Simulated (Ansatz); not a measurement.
## Electronic structure of Ta5N in real space

Input

```
crystal:
  lattice:
    - [6.3871221063, 0.0, 0.0]
    - [0.0, 6.3871221063, 0.0]
    - [0.0, 0.0, 3.7902967942]
  atoms:
    - { symbol: Ta, position: [0.2970372469, 0.2970372469, 0.5] }
    - { symbol: Ta, position: [0.7029627531, 0.7029627531, 0.5] }
    - { symbol: Ta, position: [0.7029627531, 0.2970372469, 0.5] }
    - { symbol: Ta, position: [0.2970372469, 0.7029627531, 0.5] }
    - { symbol: Ta, position: [0.0, 0.0, 0.5] }
    - { symbol: "N", position: [0.0, 0.0, 0.0] }
basis:
  ecutwfc: 420
kpoints:
  mp_grid: { grid: [6, 6, 10] }
hamiltonian:
  xc: pbe
scf:
  occupations: { method: gaussian, width: 0.1 }
output:
  forces: true
  stress: true
  eigenvalues: true
  write_density: true
  write_potential: true
  elf: true
  volumetric_format: npy
relax:
  adjacent_minimum: "off"
  f_tol: 0.01
  max_steps: 80
  cell: { stress_tol: 0.05 }
```

Run with:

```sh
ansatz run input.yaml --threads 1 --pin off --max-ram 2560MiB --backend cpu --events-out ev --progress --plain --runs-dir out
```

Below, planes, directions and counts refer to the conventional cell (a = 6.40 Å, b = 6.40 Å, c = 3.79 Å, α = 90.00°, β = 90.00°, γ = 90.00°).

The fields are those of the run's last geometry, not of the input's.

Space group P4/mmm; a structure generated by program, which may or may not match a known phase.

Method: DFT PBE, scalar-relativistic, plane waves, PAW (Ansatz 0.2.0).

The density is the valence pseudo-density of a PAW calculation; it isn't the true density close to the nuclei.

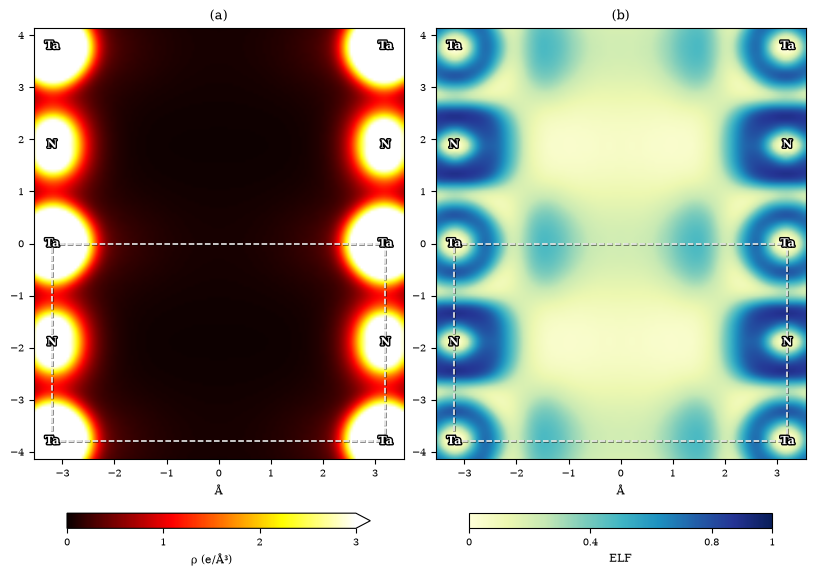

Figure 1. (a) valence electron density; (b) electron localisation function on the (100) plane of the conventional cell.

Question: Read the bonding off the picture.

Answer: The section cuts through Ta and N sites.
Ta–N (1.90 Å): ρ at the midpoint is about 1.2 e/Å³; the ELF peaks at about 0.90 in the valence shell of N, 0.5 Å from its nucleus, and drops to about 0.30 between the two atoms: no localised pair shows between them.
Between the atoms the lowest density in this plane is 0.02 e/Å³.
The features right at Ta lie inside the PAW spheres, where the map follows smoothed inner orbitals and isn't to be read closely.

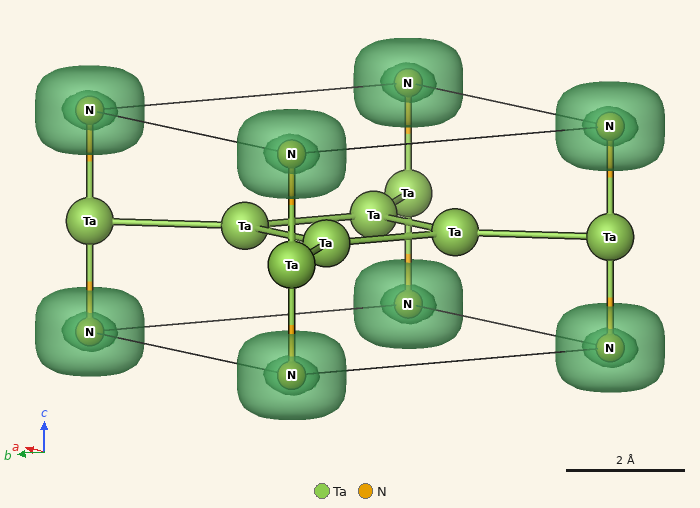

Figure 2. Isosurface of the electron localisation function at 0.65 (green), seen at an oblique angle. Only the valence region is drawn (cores and ρ < 0.01 e/Å³ removed). Sticks mark near contacts.

Question: Describe the localisation domains.

Answer: The surface consists of one region wrapped around N (its valence shell), counted in one cell of 6 atoms. Any copies at cell faces, edges or corners count once. Profiles from the grid: Ta–Ta (2.59 Å): the ELF is about 0.45 at the midpoint.

Question: Metal or insulator at this level of theory?

Answer: It is gapless in this calculation (a metal or semimetal); semilocal functionals without U, or without the true magnetic order, often close the gap of such compounds.
